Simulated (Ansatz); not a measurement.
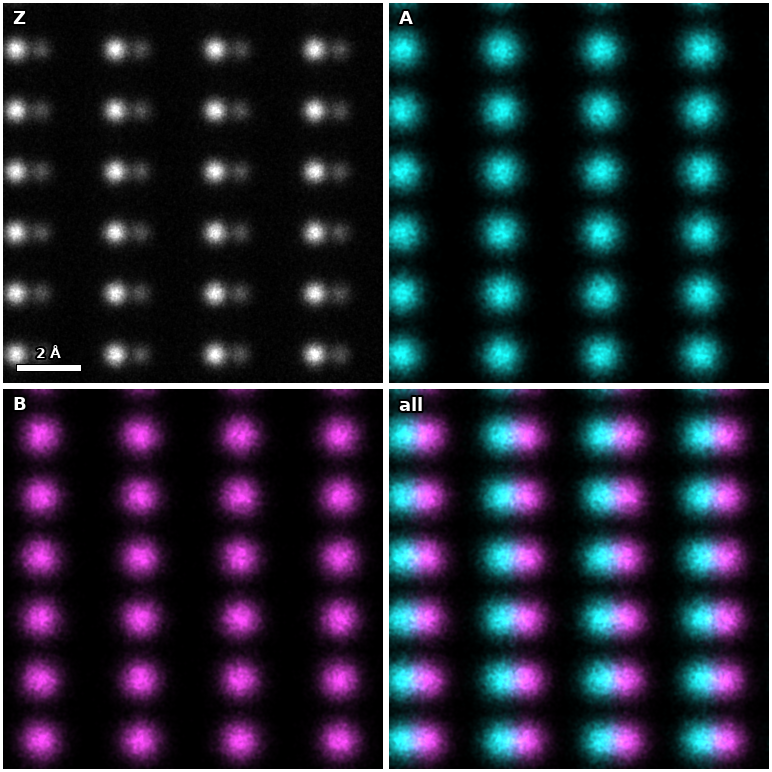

GaP (F-43m, No. 216) along [211]. Panel Z: The image is simulated as a sum over atoms of Z^1.7, blurred by a 0.51 Å probe (no channelling). The probe carries 15 % of its weight in a tail 2.5 times as wide. Shot noise was added. The other panels are simulated element maps (the number of atoms of one element along the beam, blurred by 0.9 Å, with counting noise; each on its own scale, no channelling); the last overlays them. Model: a calculation's input that goes back to an entry of the Crystallography Open Database (an earlier step may have relaxed or displaced it).

```yaml
crystal:
  lattice:
    - [5.45050, 0.00000, 0.00000]
    - [0.00000, 5.45050, 0.00000]
    - [0.00000, 0.00000, 5.45050]
  atoms:
    - { symbol: Ga, position: [0.00000, 0.00000, 0.00000] }
    - { symbol: P, position: [0.25000, 0.25000, 0.25000] }
    - { symbol: Ga, position: [0.00000, 0.50000, 0.50000] }
    - { symbol: P, position: [0.25000, 0.75000, 0.75000] }
    - { symbol: Ga, position: [0.50000, 0.00000, 0.50000] }
    - { symbol: P, position: [0.75000, 0.25000, 0.75000] }
    - { symbol: Ga, position: [0.50000, 0.50000, 0.00000] }
    - { symbol: P, position: [0.75000, 0.75000, 0.25000] }
```

Which element does each lettered map show?

A: Ga, B: P. The projected cell (1.93 × 3.15 Å, 90°) holds 2 columns: 1 of Ga and 1 of P. No column is shared by two of the mapped elements.
